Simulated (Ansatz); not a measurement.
# TiAl3: what the fields show

The calculation's input:

```
crystal:
  lattice:
    - [-1.9075708801, 1.9075708801, 4.2765669297]
    - [1.9075708801, -1.9075708801, 4.2765669297]
    - [1.9075708801, 1.9075708801, -4.2765669297]
  atoms:
    - { symbol: Ti, position: [0.0, -0.0103792811, -0.0103792811] }
    - { symbol: Al, position: [0.5, 0.4897383058, -0.0102616942] }
    - { symbol: Al, position: [0.75, 0.2643376062, 0.5143376062] }
    - { symbol: Al, position: [0.25, 0.7643376062, 0.5143376062] }
basis:
  ecutwfc: 520.0
kpoints:
  mp_grid: { grid: [14, 14, 14] }
hamiltonian:
  xc: pbesol
  pseudopotentials: { kind: paw, azcp: { folder: soft_1 } }
scf:
  occupations: { method: gaussian, width: 0.15 }
output:
  forces: true
  stress: true
  eigenvalues: true
  write_density: true
  write_potential: true
  elf: true
  volumetric_format: npy
```

Run with:

```sh
ansatz run input.yaml --threads 2 --pin off --max-ram 4096MiB --backend cpu --events-out ev --progress --plain --runs-dir out
```

Below, planes, directions and counts refer to the conventional cell (a = 3.82 Å, b = 8.55 Å, c = 3.82 Å, α = 90.00°, β = 90.00°, γ = 90.00°).

Space group Imm2; a point of a scan over the structure, not its minimum; a structure from a database of computed crystals, not necessarily the ambient phase; not relaxed (largest force 0.4 eV/Å); computed without spin polarisation; PAW files of the earlier set (soft_1).

Level of theory: DFT PBEsol, scalar-relativistic, plane waves, PAW (Ansatz).

In a PAW calculation such maps are meaningful between the atoms, not at the nuclei.

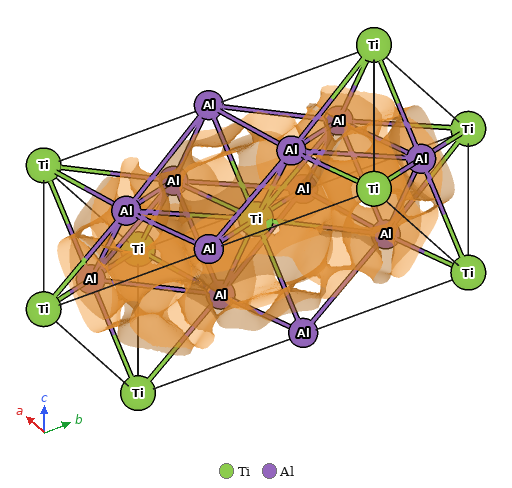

Figure 1. Isosurface of the electron localisation function at 0.6 (orange), seen at an oblique angle. Only the valence region is drawn (cores and ρ < 0.01 e/Å³ removed). Sticks mark near contacts.

> What do the ELF domains correspond to?

The surface consists of one network that runs through the whole crystal, counted in one cell of 8 atoms. Regions shared between cells count once. Along the contacts the grid gives the following. Ti–Al (2.70 Å): the ELF is about 0.40 at the midpoint. Al–Al (2.70 Å): the ELF peaks at about 0.70 between the atoms.

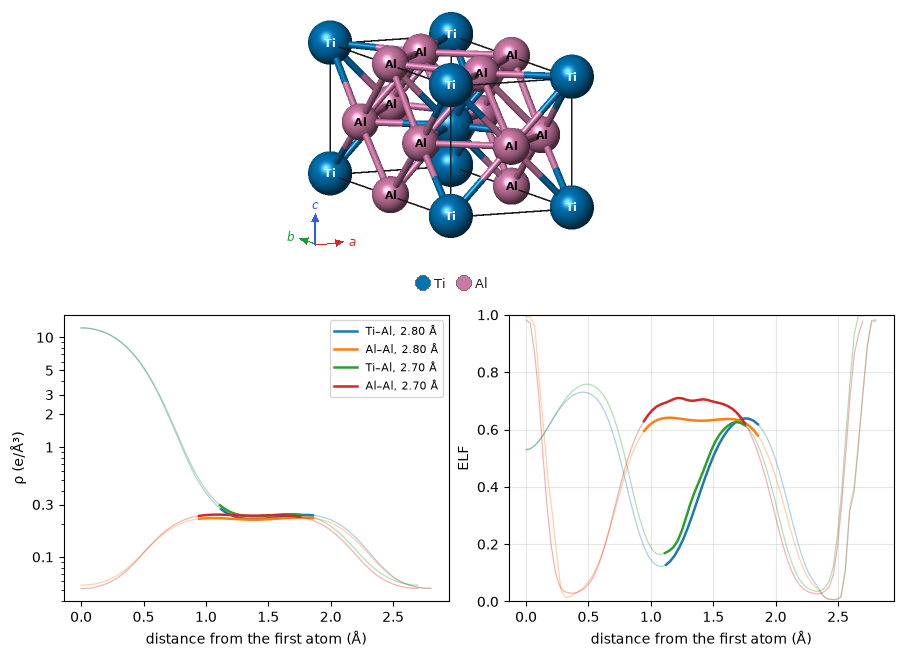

Figure 2. Valence pseudo-density and electron localisation function along straight lines between neighbouring atoms. Thin, pale parts lie inside the atomic spheres. The structure is drawn too.

> What can be read from the curves?

Ti–Al (2.80 Å): ρ is about 0.22 e/Å³ halfway; the ELF is about 0.40 at the midpoint.
Al–Al (2.80 Å): the density is about 0.22 e/Å³ at the midpoint; the ELF peaks at about 0.65 between the atoms.
Ti–Al (2.70 Å): the density is about 0.23 e/Å³ at the midpoint; the ELF is about 0.40 at the midpoint.
Al–Al (2.70 Å): ρ is about 0.24 e/Å³ halfway; the ELF peaks at about 0.70 between the atoms.

> Does the calculation make it a metal, or give it a gap?

It is gapless in this calculation (a metal or semimetal).
